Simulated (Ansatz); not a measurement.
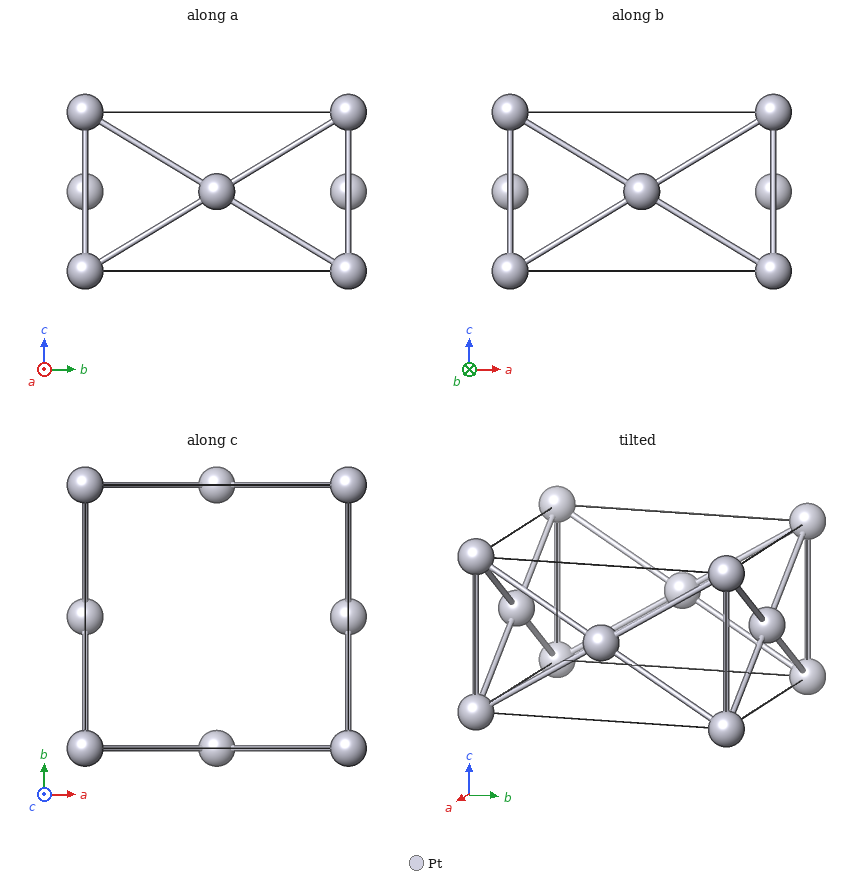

View along the a axis, along the b axis, along the c axis and slightly off an axis, drawn as a ball-and-stick model. Thin lines show the conventional unit cell, with boundary atoms drawn in all their periodic places.

Lattice parameters: a = 4.5502 Å, b = 4.5502 Å, c = 2.7446 Å, α = 90.000°, β = 90.000°, γ = 90.000°.

Q: Write down what is shown as a CIF with its space group and independent sites.

A:
```cif
data_structure
_symmetry_space_group_name_H-M 'P 4/m m m'
_symmetry_Int_Tables_number 123
_cell_length_a 4.5502
_cell_length_b 4.5502
_cell_length_c 2.7446
_cell_angle_alpha 90.000
_cell_angle_beta 90.000
_cell_angle_gamma 90.000
_cell_volume 56.82
loop_
_atom_site_label
_atom_site_type_symbol
_atom_site_symmetry_multiplicity
_atom_site_Wyckoff_symbol
_atom_site_fract_x
_atom_site_fract_y
_atom_site_fract_z
_atom_site_occupancy
Pt1 Pt 2 e 0.0000 0.5000 0.5000 1
Pt2 Pt 1 a 0.0000 0.0000 0.0000 1
```

The cell started as a random cell made by a generator, so it need not be a real form of the element. The geometry was optimised with DFT PBE, scalar-relativistic, plane waves, PAW (Ansatz).
